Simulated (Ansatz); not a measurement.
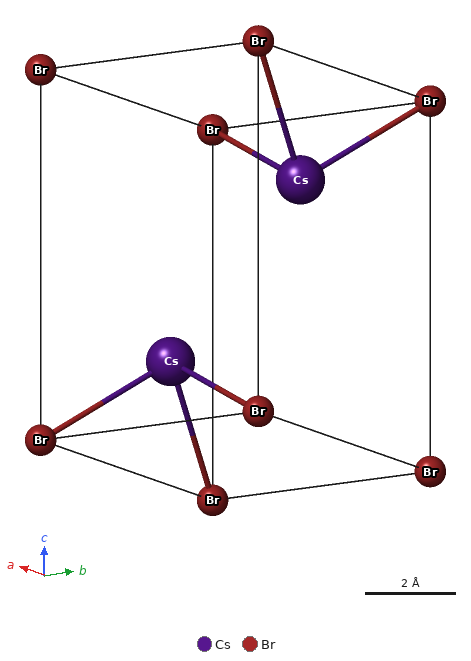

Lattice vibrations of solid Cs2Br (a generated structure), space group P-3m1 (No. 164), at the zone centre. A ball-and-stick model of the cell of the calculation, seen from a free direction.

Theory: DFT PBE+D3(BJ), scalar-relativistic, plane waves, PAW in Ansatz 0.2.0.

Input file:
```yaml
crystal:
  lattice:
    - [5.1272214249, 0.0, 0.0]
    - [-2.5636107125, 4.4403040048, 0.0]
    - [0.0, 0.0, 9.0051693257]
  atoms:
    - { symbol: Cs, position: [0.6666666667, 0.3333333333, 0.2406940521] }
    - { symbol: Cs, position: [0.3333333333, 0.6666666667, 0.7593059479] }
    - { symbol: Br, position: [0.0, 0.0, 0.0] }
basis:
  ecutwfc: 420
kpoints:
  mp_grid: { grid: [12, 12, 6] }
hamiltonian:
  xc: pbe
  dispersion: d3bj
scf:
  occupations: { method: fermi_dirac, width: 0.15 }
output:
  eigenvalues: true
phonons:
  method: dfpt
  eigenvectors: true
  qmesh: [2, 2, 1]
  temperatures: { t_max: 1000, t_step: 100 }
  qpath:
    path:
      - [[0.0, 0.0, 0.0], [0.5, 0.0, 0.0], [0.33333333, 0.33333333, 0.0], [0.0, 0.0, 0.0], [0.0, 0.0, 0.5], [0.5, 0.0, 0.5], [0.33333333, 0.33333333, 0.5], [0.0, 0.0, 0.5]]
      - [[0.5, 0.0, 0.5], [0.5, 0.0, 0.0]]
      - [[0.33333333, 0.33333333, 0.5], [0.33333333, 0.33333333, 0.0]]
    npoints: 8
```

Command:
```bash
ansatz run input.yaml --threads 1 --pin off --max-ram 3072MiB --backend cpu --events-out ev --progress --plain --runs-dir out
```

The frequencies depend somewhat on the k-mesh and the smearing.

### List the optical modes.

The calculation's cell holds 3 atoms, so there are 6 optical modes, in 4 levels. The optical modes span E_g + A₁g + E_u + A₂u. No level is unstable.

| level | symmetry | frequency (cm⁻¹) | activity |
| --- | --- | --- | --- |
| 1 | E_g | 31 | Raman-active |
| 2 | A₁g | 58 | Raman-active |
| 3 | E_u | 60 | infrared-active |
| 4 | A₂u | 63 | infrared-active |

The crystal is a metal, so free carriers screen the infrared response.

The displacement patterns (one member of each degenerate set):

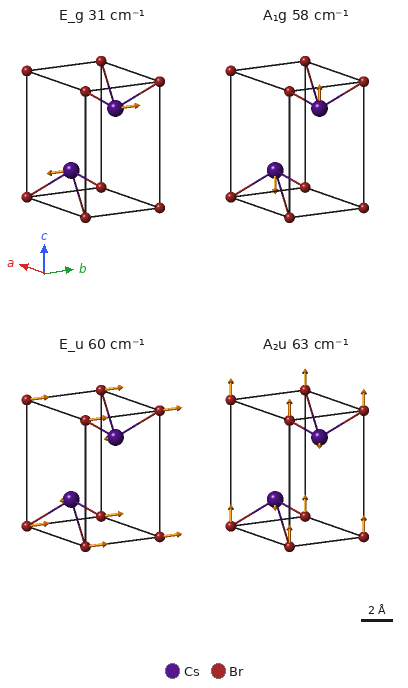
